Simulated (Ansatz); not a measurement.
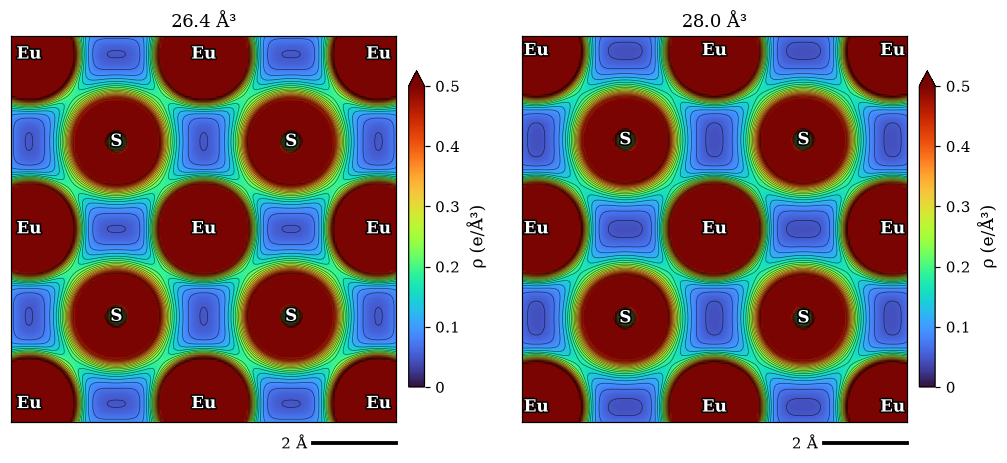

EuS. The valence charge density (pseudo) of cells scaled evenly to different volumes (given per atom above each panel), on the (110) plane of each (indices in the axes of the cell below), at one length scale and on one colour scale.

No Hubbard U on the f states and no spin–orbit coupling; spin-polarised.

Level of theory: Ansatz, Kohn-Sham DFT of a periodic cell, r2SCAN, Ansatz PAW.

Core electrons are frozen (PAW), and the valence fields are smoothed inside the atomic spheres.

The largest cell:

```yaml
crystal:
  lattice:
    - [0.00000, 3.03692, 3.03692]
    - [3.03692, 0.00000, 3.03692]
    - [3.03692, 3.03692, 0.00000]
  atoms:
    - { symbol: Eu, position: [0.00000, 0.00000, 0.00000] }
    - { symbol: S, position: [0.50000, 0.50000, 0.50000] }
```

| volume (Å³/atom) | Eu–S contact in the plane (Å) | ρ at its midpoint (e/Å³) | pressure (GPa) | largest moment (μB) | 
| --- | --- | --- | --- | --- |
| 26.42 | 2.978 | 0.194 | −2.1 | 6.81 | 
| 27.48 | 3.018 | ? | ? | ? | 
| 28.01 | 3.037 | 0.175 | −4.4 | 6.85 | 

Estimate the missing row, and compare with the calculation.

Answer. Over the known rows ln ρ falls by 1.75 per Å of Eu–S distance (the line through the two), which gives 0.181 e/Å³ at 3.018 Å; the calculation gives 0.181 e/Å³. For the pressure, a straight line in volume between the neighbouring rows gives −3.6 GPa; the calculation gives −3.7. For the largest moment, a straight line in volume between the neighbouring rows gives 6.84 μB; the calculation gives 6.84.
